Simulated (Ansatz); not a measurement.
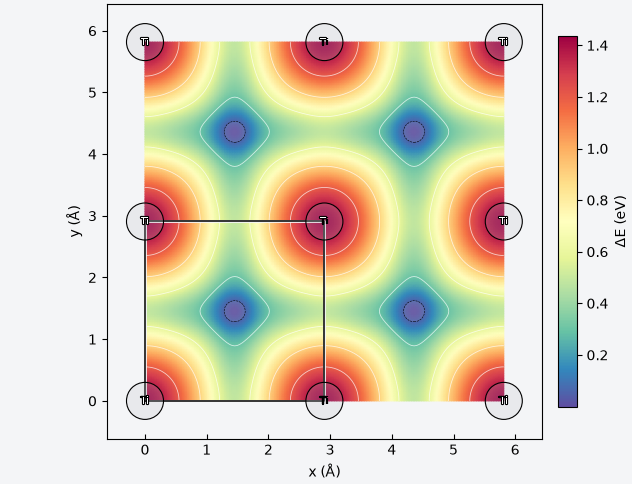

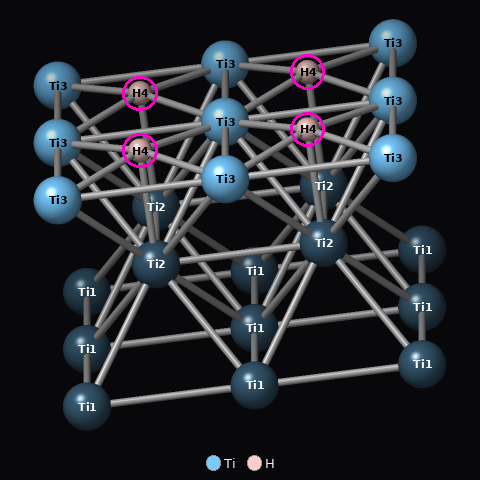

Energy landscape of H on a Ti(100) slab cut from the Fm-3m phase, its upper half relaxed before the scan (3 atoms of substrate and one adsorbate in a 1 × 1 cell). H is moved over the surface cell; relaxed at each place: the height of the adsorbate's atoms; substrate rigid; the origin of the map has the adsorbate above Ti3. Places are given modulo a cell vector. The map is drawn in real space over the plane of the surface. The grid has 6 × 6 points; 10 points were computed and 26 follow by symmetry. All energies are given in eV relative to the lowest grid point. With one adsorbate in each 1 × 1 cell, its nearest image is 2.9 Å away, so neighbouring adsorbates interact. All numbers below come from Ansatz 0.2.0, DFT PBE, scalar-relativistic, plane waves, PAW. Settings: cutoff 420 eV, k-mesh 9×9×1, gaussian smearing 0.1 eV, no spin polarisation.

Drawn: a smooth colour map with a few white contour lines, labelled circles for the atoms of the top layer and small ones for the second layer, the outline of one cell of the 2 × 2 shown. Between grid points the surface is interpolated. The second picture is the structure at the lowest point; rings mark the moved atoms.

Question: Describe this landscape.

Answer: The lowest grid point is at a fourfold hollow over a second-layer Ti atom, (3/6, 3/6) of the cell vectors. It is the only kind of minimum in the scanned range. The highest grid point, the top site over a surface Ti atom, (0/6, 0/6) of the cell vectors, lies 1.43 eV above the lowest. On the interpolated surface the easiest way out of the lowest well to its copy in the next cell or period passes a barrier of about 0.49 eV. At the lowest point the adsorbate has 5 Ti at 2.07 Å as nearest neighbours, at the highest 1 Ti at 1.74 Å. Its relaxed height above the top atom is 0.19 Å at the lowest and 1.74 Å at the highest point.

The whole map (10 points run) took 9 min on 1 thread of Arm Neoverse N1, on a shared host.

PAW datasets: the set soft_1.
